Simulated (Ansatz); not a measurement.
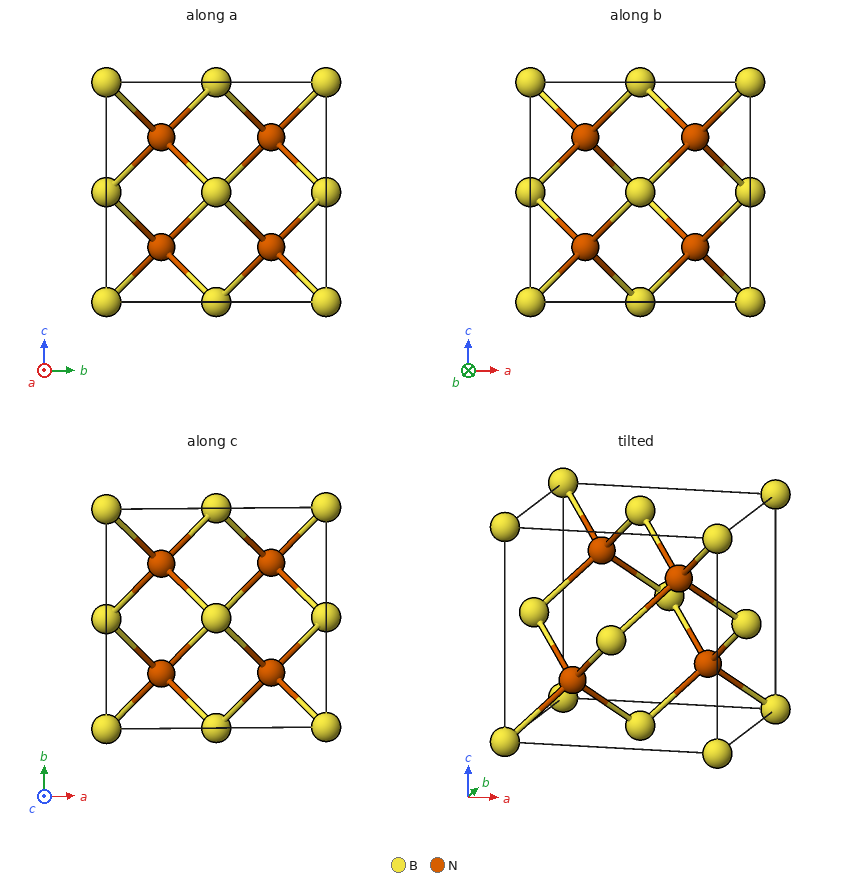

Ball-and-stick drawing of the structure, looking along the a axis, along the b axis, along the c axis and slightly off an axis. Atoms at the boundary of the drawn cell (a repeat of the simulation cell) (the box) are drawn once for each face, edge or corner they touch.

Lattice parameters: a = 3.610 Å, b = 3.610 Å, c = 3.610 Å, α = 90.00°, β = 90.00°, γ = 89.49°. Put a along x and b in the xy plane.

Put the structure into a POSCAR file.

Answer.
```
B N
1.0
     3.610    0.000    0.000
     0.032    3.610    0.000
     0.000    0.000    3.610
B N
4 4
Direct
  0.0000 0.0000 0.0000
  0.5000 0.5000 0.0000
  0.5000 0.0000 0.5000
  0.0000 0.5000 0.5000
  0.2500 0.2500 0.2500
  0.7500 0.7500 0.2500
  0.7500 0.2500 0.7500
  0.2500 0.7500 0.7500
```

Its origin is a structure type filled with these elements by a generator (whether the compound takes this form wasn't checked). The cell was then strained or its atoms displaced on purpose. It was the input of a calculation with Ansatz.
